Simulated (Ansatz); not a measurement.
Consider CoSi.

The calculation's input:

```
crystal:
  lattice:
    - [4.438, 0.0, 0.0]
    - [0.0, 4.438, 0.0]
    - [0.0, 0.0, 4.438]
  atoms:
    - { symbol: Co, position: [0.14, 0.14, 0.14] }
    - { symbol: Co, position: [0.36, 0.86, 0.64] }
    - { symbol: Co, position: [0.64, 0.36, 0.86] }
    - { symbol: Co, position: [0.86, 0.64, 0.36] }
    - { symbol: Si, position: [0.843, 0.843, 0.843] }
    - { symbol: Si, position: [0.657, 0.157, 0.343] }
    - { symbol: Si, position: [0.343, 0.657, 0.157] }
    - { symbol: Si, position: [0.157, 0.343, 0.657] }
basis:
  ecutwfc: 420
kpoints:
  mp_grid: { grid: [8, 8, 8] }
hamiltonian:
  xc: pbe
scf:
  occupations: { method: gaussian, width: 0.1 }
output:
  forces: true
  stress: true
  eigenvalues: true
  write_density: true
  write_potential: true
  elf: true
  volumetric_format: npy
relax:
  adjacent_minimum: "off"
  f_tol: 0.005
  max_steps: 80
  cell: { stress_tol: 0.05 }
```

Run with:

```sh
ansatz run input.yaml --threads 2 --pin off --max-ram 5120MiB --backend cpu --events-out ev --progress --plain --runs-dir out
```

Below, planes, directions and counts refer to the conventional cell (a = 4.43 Å, b = 4.43 Å, c = 4.43 Å, α = 90.00°, β = 90.00°, γ = 90.00°).

The fields are those of the relaxed geometry.

Space group P2₁3; computed without spin polarisation.

Method: Ansatz 0.2.0, DFT PBE, scalar-relativistic, plane waves, PAW.

### What will maps of the valence pseudo-density and electron localisation function show?

Co–Si (2.34 Å): ρ at the midpoint is about 0.47 e/Å³; the ELF peaks at about 0.70 in the valence shell of Si, 0.9 Å from its nucleus, and is about 0.45 at the midpoint.
Co–Si (2.43 Å): ρ at the midpoint is about 0.41 e/Å³; the ELF peaks at about 0.70 in the valence shell of Si, 0.9 Å from its nucleus, and is about 0.50 at the midpoint.

### Metal or insulator at this level of theory?

It is metallic or semimetallic at this level of theory: no gap opens.

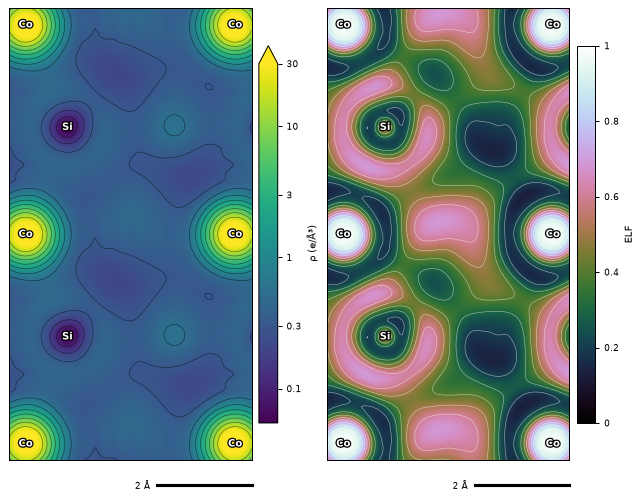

Computed valence pseudo-density and electron localisation function on the (100) plane of the conventional cell, in this order. Atoms just off the plane (Co, 0.9 Å away and Si, 0.9 Å away) can leave unmarked features too.

The density is the valence pseudo-density of a PAW calculation; it isn't the true density close to the nuclei.
